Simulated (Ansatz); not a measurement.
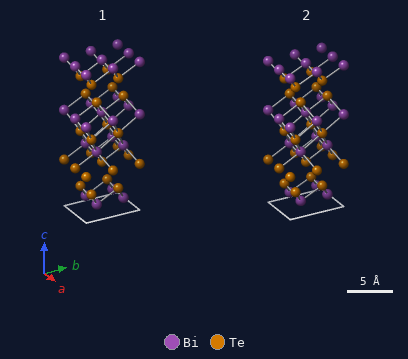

Two geometries of a slab of composition Bi4Te5 (cut from the R-3m phase), drawn at one scale. One is the start of a relaxation, the other its converged end. Style: ball-and-stick. Shown: the 2 × 2 repeat of the cell, outlined in the plane, without the vacuum, slightly off an axis.

Computed with Ansatz, DFT PBEsol, scalar-relativistic, plane waves, PAW. Set-up: plane-wave cutoff 420 eV; k-point mesh 9 × 9 × 1; occupations gaussian; smearing width 0.05 eV; no spin polarisation; dipole correction; atoms relaxed in a fixed cell; force threshold 0.02 eV/Å; at most 60 steps.

Which one is relaxed?

Structure 2 is the relaxed one. Case: (0 0 1) slab, atoms relaxed. The slab is the (0 0 1) face of Bi2Te3. The energy falls by 0.146 eV per cell of the calculation in 5 geometry steps. Largest force component: 0.61 eV/Å at the start, 0.0018 eV/Å at the end. The largest moves relative to the layer's centre, 0.40 Å, are those of Bi atoms. By element the largest moves are Bi 0.40 Å, Te 0.28 Å. The lattice vectors keep their values. Near-neighbour distances that change, for instance: Bi–Te 3.061 → 2.994 Å, Bi–Te 3.061 → 3.077 Å, Bi–Te 3.235 → 3.221 Å. Among the angles between lasting bonds that change: Bi–Te–Bi 91.4° → 94.0°, Te–Bi–Te 91.4° → 94.0°. The run took 10 min on 1 thread of Intel(R) Xeon(R) Processor @ 2.50GHz (Skylake/Cascade Lake) (shared host), peak memory 0.88 GiB.
